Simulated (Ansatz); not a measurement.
```
Gd
1.0
     3.63600    0.00000    0.00000
    -1.81800    3.14887    0.00000
     0.00000    0.00000    5.78260
Gd
2
Direct
  0.66667 0.33333 0.75000
  0.33333 0.66667 0.25000
```

Space group P6₃/mmc.

Computed with Kohn-Sham DFT of a periodic cell, PBEsol, spin-orbit coupling, Ansatz PAW in Ansatz.

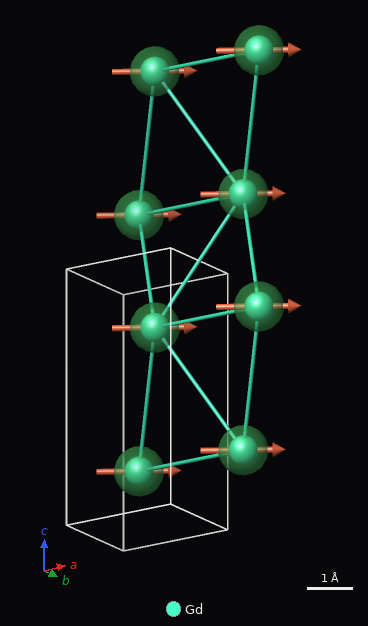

Gd. Isosurface of the size of the magnetisation density at 3 e/Å³ (green), with the spin moments of the magnetic sites as arrows; seen at an oblique angle.

The density is the valence pseudo-density of a PAW calculation; it isn't the true density close to the nuclei.

> How are the spin moments arranged, and how large are they?

Spin moments: Gd 6.8 μB. All point the same way (ferromagnetic).
